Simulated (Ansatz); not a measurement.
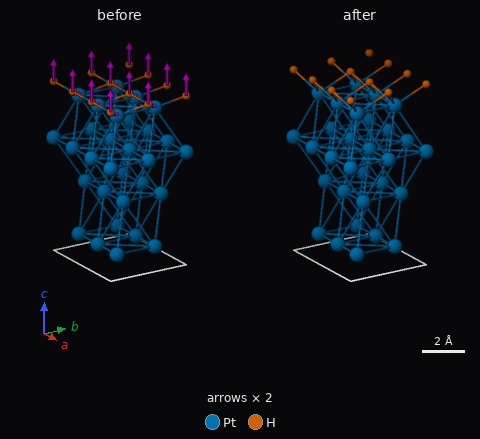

The structure of a slab of composition HPt4 (cut from the Fm-3m phase) before (left) and after (right) a constrained relaxation, at one scale. The purple arrows give the displacements, magnified 2 times.

The picture is a ball-and-stick view of the 3 × 2 repeat of the cell, outlined in the plane, without the vacuum, seen slightly off an axis.

Case: H put at a hollow Pt-Pt-Pt site. The slab is the (1 1 1) face of Pt with H on it. 2 atoms are held fixed.

Level of theory: DFT PBEsol, scalar-relativistic, plane waves, PAW in Ansatz.

Input
```yaml
crystal:
  lattice:
    - [2.7704872837, 0.0, 0.0]
    - [-1.3852436419, 2.3993123686, 0.0]
    - [0.0, 0.0, 25.7862801841]
  atoms:
    - { symbol: Pt, position: [0.6666666667, 0.3333333333, 0.329632655] }
    - { symbol: Pt, position: [0.3333333333, 0.6666666667, 0.4173573434] }
    - { symbol: Pt, position: [0.0, 0.0, 0.5040837654] }
    - { symbol: Pt, position: [0.6666666667, 0.3333333333, 0.5920075958] }
    - { symbol: H, position: [0.0, 0.0, 0.6106221457] }
basis:
  ecutwfc: 420
kpoints:
  mp_grid: { grid: [12, 12, 1] }
hamiltonian:
  xc: pbesol
scf:
  occupations: { method: gaussian, width: 0.1 }
output:
  forces: true
  eigenvalues: true
  write_density: true
  write_potential: true
  elf: true
  volumetric_format: npy
relax:
  adjacent_minimum: "off"
  f_tol: 0.03
  max_steps: 70
  constraints: [{ sites: [0, 1] }]
efield:
  axis: 3
  dipole_correction: true
  ramp_width: 0.04
```

Launched with:
```bash
ansatz run input.yaml --threads 2 --pin off --max-ram 5120MiB --backend cpu --events-out ev --progress --plain --runs-dir out
```

Q: Describe what moved and what it gained.

A: H5 moves most: 0.56 Å along the normal (+c). Largest moves by element: H 0.56 Å, Pt 0.11 Å. The cell stays as it was. Some distances before and after: Pt4–H5 1.670 → 1.850 Å, Pt3–Pt4 2.775 → 2.847 Å, Pt2–Pt3 2.750 → 2.772 Å. Bond angles that change, for instance: Pt4–H5–Pt4 112.1° → 96.9°. Over 4 geometry steps the energy falls by 0.508 eV per cell of the calculation. The largest force component goes from 1.8 to 0.0024 eV/Å. The run took 34 s on 2 threads of Intel(R) Xeon(R) Platinum 8375C CPU @ 2.90GHz (Ice Lake) (shared host), peak memory 0.52 GiB.

Limits of the set-up: the periodic images lie only 2.8 Å apart, so the values are limited by the cell's size.
